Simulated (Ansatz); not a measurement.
Si2W: several calculations on one system

**1. Relaxation**

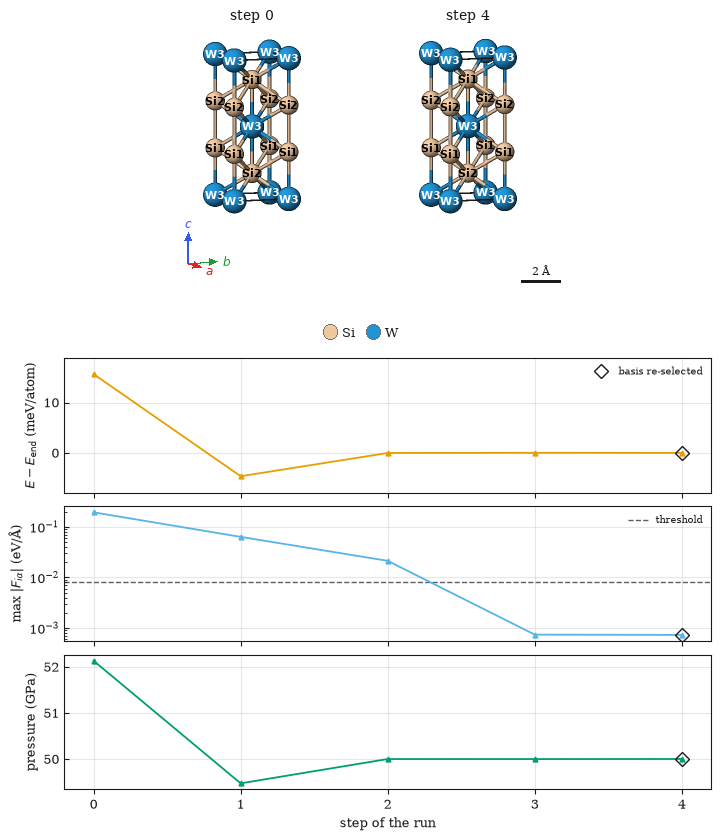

First and last geometry of a relaxation of solid Si2W (set up in I4/mmm), with the history of the run. The picture is a ball-and-stick view of the conventional cell (2 times the calculation's cell), seen slightly off an axis. Lengths and directions refer to the drawn axes.

Case: relaxed at 50 GPa.

Method: DFT PBEsol, scalar-relativistic, plane waves, PAW (Ansatz).

The input:
```yaml
crystal:
  lattice:
    - [-1.5152408479, 1.5152408479, 3.7226054907]
    - [1.5152408479, -1.5152408479, 3.7226054907]
    - [1.5152408479, 1.5152408479, -3.7226054907]
  atoms:
    - { symbol: Si, position: [0.3332042499, 0.3332042499, 0.0] }
    - { symbol: Si, position: [0.6667957501, 0.6667957501, 0.0] }
    - { symbol: W, position: [0.0, 0.0, 0.0] }
basis:
  ecutwfc: 420
kpoints:
  mp_grid: { grid: [20, 20, 20] }
hamiltonian:
  xc: pbesol
scf:
  occupations: { method: gaussian, width: 0.1 }
output:
  forces: true
  stress: true
  eigenvalues: true
relax:
  adjacent_minimum: "off"
  f_tol: 0.008
  max_steps: 50
  cell: { stress_tol: 0.08, p_target: 50.0 }
```

Run as
```bash
ansatz run input.yaml --threads 1 --pin off --max-ram 2560MiB --backend cpu --events-out ev --progress --plain --runs-dir out
```

Question: Read the history and describe the run.

Answer: It converged. The energy falls by 15.6 meV per atom in 3 accepted moves (4 points after the start). With the target pressure of 50 GPa, the enthalpy E + pV changes by −1.2 meV per atom. The largest force component goes from 0.19 to 0.00073 eV/Å. Pressure: 52.13 GPa at the start and 50.00 GPa at the end. The SCF was repeated once at an unchanged geometry on a basis and grid sized afresh for the cell, which shifted the energy by less than 0.05 meV per atom at most. The largest moves relative to the cell, 0.007 Å, are those of Si1 and Si2. Si1 goes along −c. W stays in place. Cell: a = b 3.030 → 3.029 Å (−0.1 %), c 7.445 → 7.484 Å (+0.5 %). Volume +0.4 %. Near-neighbour distances that change, for instance: Si1–Si2 2.484 → 2.510 Å, Si1–W3 2.481 → 2.487 Å, Si1–Si2 (another image) 2.475 → 2.471 Å. The space group stays I4/mmm (No. 139).

**2. Relaxation**

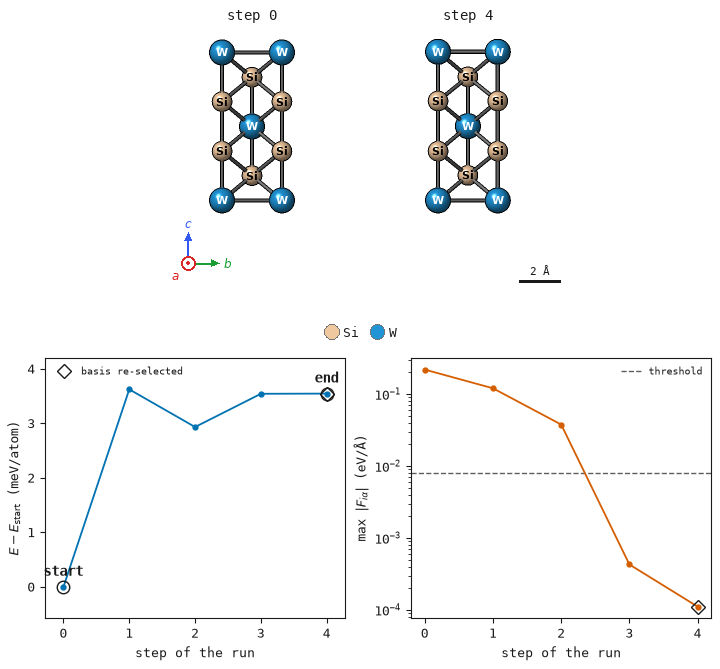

First and last geometry of a relaxation of solid Si2W (set up in I4/mmm), with the history of the run. A ball-and-stick model of the conventional cell (2 times the calculation's cell), seen along the a axis. Lengths and directions refer to the drawn axes.

Case: relaxed at 90 GPa.

The calculation used DFT PBEsol, scalar-relativistic, plane waves, PAW in Ansatz. (plane-wave cutoff 420 eV; k-point mesh 20 × 20 × 20; occupations gaussian; smearing width 0.1 eV; target pressure 90 GPa; no spin polarisation; cell and atoms relaxed; force threshold 0.008 eV/Å; at most 50 steps)

> Read the history and describe the run.

It converged. Over 3 accepted moves (4 points after the start) the energy rises by 3.5 meV per atom. With the target pressure of 90 GPa, the enthalpy E + pV changes by −1.3 meV per atom. The largest force component goes from 0.22 to 0.00011 eV/Å. Pressure: 90.08 GPa at the start and 90.03 GPa at the end. The SCF was repeated once at an unchanged geometry on a basis and grid sized afresh for the cell, which shifted the energy by less than 0.05 meV per atom at most. The largest moves relative to the cell, 0.007 Å, are those of Si atoms. W stays in place. The volume changes by −0.1 %, with a = b 2.949 → 2.941 Å (−0.3 %), c 7.287 → 7.321 Å (+0.5 %). Near-neighbour distances that change, for instance: Si–Si 2.443 → 2.470 Å, Si–Si 2.406 → 2.396 Å, W–W 2.949 → 2.941 Å, Si–W 2.422 → 2.426 Å. The space group stays I4/mmm (No. 139).

**3. A change**

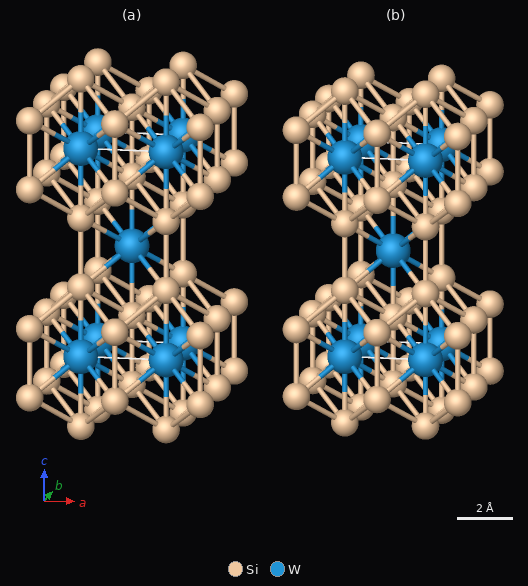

Left: crystalline Si2W (set up in I4/mmm). Right: the same structure after one change, at the same scale. The picture is a ball-and-stick view of the conventional cell (2 times the calculation's cell), seen slightly off an axis. Lengths and directions refer to the drawn axes.

Method: Ansatz, DFT PBEsol, scalar-relativistic, plane waves, PAW. Set-up: plane-wave cutoff 420 eV; occupations gaussian; smearing width 0.1 eV; no spin polarisation. The k-mesh is chosen for each cell (18×18×18, 20×20×20).

The crystal is put under a hydrostatic pressure of 50 GPa. Cell and atoms are relaxed at that pressure.

> What does the change do?

The energy rises by 261 meV per atom. (The two runs use different k-meshes.) The pressure goes from 0.0 to 50.0 GPa. The drawn cell changes as follows: a = b 3.203 → 3.029 Å (−5.4 %), c 7.816 → 7.484 Å (−4.3 %); the volume changes by −14.4 %. The largest moves relative to the cell, 0.016 Å, are those of Si atoms. W stays in place. Among the bonded contacts that change: Si–Si 2.622 → 2.471 Å, Si–W 2.609 → 2.482 to 2.487 Å, Si–Si 2.587 → 2.510 Å. The space group stays I4/mmm (No. 139).

**4. Series**

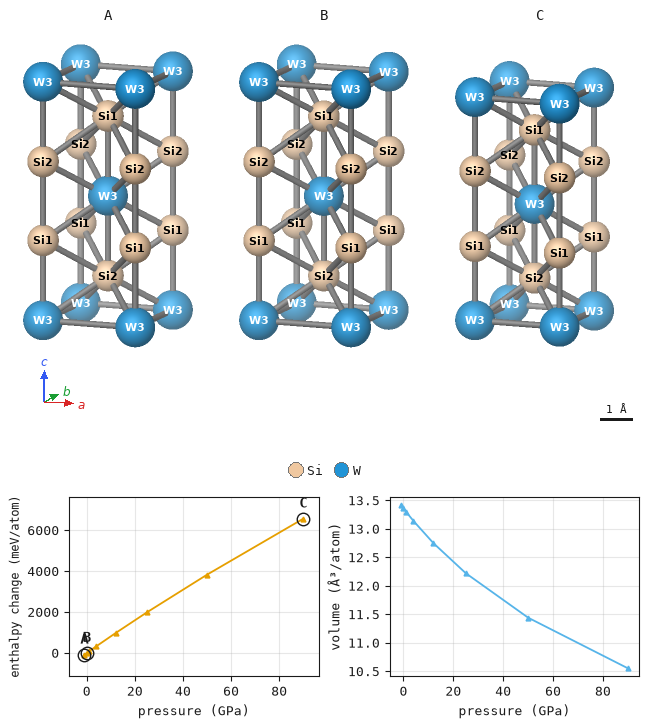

Members of a series of calculations on a crystal of Si$_{2}$W (set up in I4/mmm), marked on the first curve. A ball-and-stick model of the conventional cell (2 times the calculation's cell), seen slightly off an axis. Lengths and directions refer to the drawn axes.

These are results of DFT PBEsol, scalar-relativistic, plane waves, PAW (Ansatz 0.2.0), not measurements. (plane-wave cutoff 420 eV; occupations gaussian; smearing width 0.1 eV; no spin polarisation) The k-mesh is chosen for each cell (18×18×18, 20×20×20).

### How does the crystal respond to pressure?

The structure is relaxed at several pressures. A (pressure −1.0 GPa): enthalpy change −83.6 meV/atom, volume 13.42 Å³ per atom. B (pressure 0.0 GPa): enthalpy change 0.0 meV/atom, volume 13.36 Å³ per atom. C (pressure 90.0 GPa): enthalpy change 6571 meV/atom, volume 10.55 Å³ per atom. The rest compares A with C. Cell: a = b 3.208 → 2.941 Å (−8.3 %), c 7.825 → 7.321 Å (−6.4 %). Volume −21.4 %. Near-neighbour distances before and after: W–W 3.208 → 2.941 Å, Si–Si 2.626 → 2.396 Å, Si–W 2.613 → 2.419 to 2.426 Å.
